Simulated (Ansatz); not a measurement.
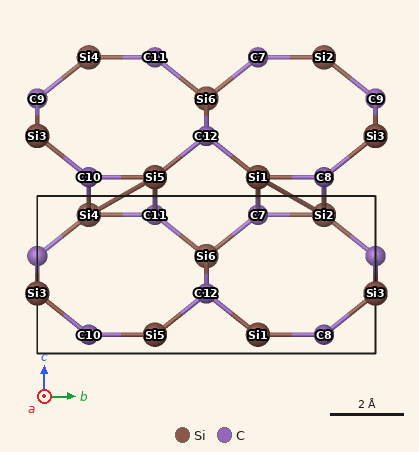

This is the input geometry for a relaxation of crystalline SiC (a generated structure, set up in Pmmn) (coarse preliminary run). A ball-and-stick model of the cell of the calculation, repeated 1 × 1 × 2 with one cell outlined, seen along the a axis.

Method: DFT PBE, scalar-relativistic, plane waves, PAW (Ansatz 0.2.0).

Input
```yaml
crystal:
  lattice:
    - [2.99888603, 0.0, 0.0]
    - [0.0, 9.34960061, 0.0]
    - [0.0, 0.0, 4.35440017]
  atoms:
    - { symbol: Si, position: [0.0, 0.65230992, 0.11960499] }
    - { symbol: Si, position: [0.5, 0.84769008, 0.88039501] }
    - { symbol: Si, position: [0.0, 0.0, 0.38106251] }
    - { symbol: Si, position: [0.5, 0.15230992, 0.88039501] }
    - { symbol: Si, position: [0.0, 0.34769008, 0.11960499] }
    - { symbol: Si, position: [0.5, 0.5, 0.61893749] }
    - { symbol: C, position: [0.5, 0.65230992, 0.88039501] }
    - { symbol: C, position: [0.0, 0.84769008, 0.11960499] }
    - { symbol: C, position: [0.5, 0.0, 0.61893749] }
    - { symbol: C, position: [0.0, 0.15230992, 0.11960499] }
    - { symbol: C, position: [0.5, 0.34769008, 0.88039501] }
    - { symbol: C, position: [0.0, 0.5, 0.38106251] }
basis:
  ecutwfc: 420
kpoints:
  mp_grid: { grid: [6, 2, 4] }
hamiltonian:
  xc: pbe
scf:
  occupations: { method: gaussian, width: 0.1 }
  lower_state_search: "off"
output:
  forces: true
  stress: true
  eigenvalues: true
relax:
  adjacent_minimum: "off"
  f_tol: 0.04
  max_steps: 70
  cell: { stress_tol: 0.4 }
```

Command:
```bash
ansatz run input.yaml --threads 1 --pin off --max-ram 2560MiB --backend cpu --events-out ev --progress --plain --runs-dir out
```

What does the optimiser find from here?

The largest moves relative to the cell, 0.13 Å, are those of Si1, Si2, Si4 and Si5. Si4 goes roughly along +c. By element the largest moves are Si 0.13 Å, C 0.11 Å. The drawn cell changes as follows: a 2.999 → 3.120 Å (+4.0 %), b 9.350 → 9.519 Å (+1.8 %), c 4.354 → 4.613 Å (+5.9 %); the volume changes by +12.2 %. Among the contacts that change: Si1–C8 1.827 → 1.908 Å, Si3–C9 1.822 → 1.900 Å, Si1–C7 1.826 → 1.901 Å, Si1–C12 1.823 → 1.895 Å. Among the angles between lasting bonds that change: C8–Si1–C12 141.4° → 132.0°, Si2–C7–Si6 141.4° → 147.1°, Si1–C12–Si5 102.7° → 98.1°. The space group stays Pmmn (No. 59). After 5 accepted moves (7 points after the start) the energy has fallen by 1.694 eV per cell of the calculation. The largest force component goes from 1.7 to 0.0037 eV/Å. The pressure goes from 28.49 to 0.03 GPa. The SCF was repeated twice at an unchanged geometry on a basis and grid sized afresh for the cell, which shifted the energy by 44.4 meV per cell of the calculation at most.

The structure at the end:

```
CELL_PARAMETERS angstrom
3.11997 0.00000 0.00000
0.00000 9.51910 0.00000
0.00000 0.00000 4.61311
ATOMIC_POSITIONS crystal
Si 0.00000 0.65032 0.09226
Si 0.50000 0.84968 0.90774
Si 0.00000 0.00000 0.40353
Si 0.50000 0.15032 0.90774
Si 0.00000 0.34968 0.09226
Si 0.50000 0.50000 0.59647
C 0.50000 0.65077 0.85690
C 0.00000 0.84923 0.14310
C 0.50000 0.00000 0.63858
C 0.00000 0.15077 0.14310
C 0.50000 0.34923 0.85690
C 0.00000 0.50000 0.36142
```

After the run, drawn alike:

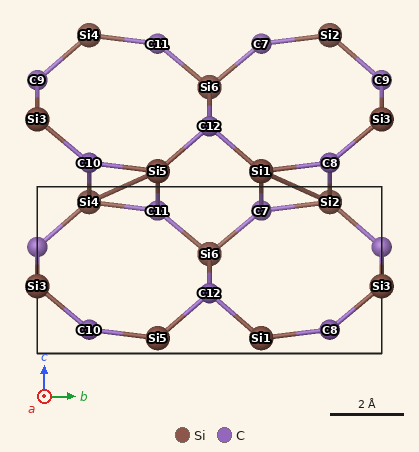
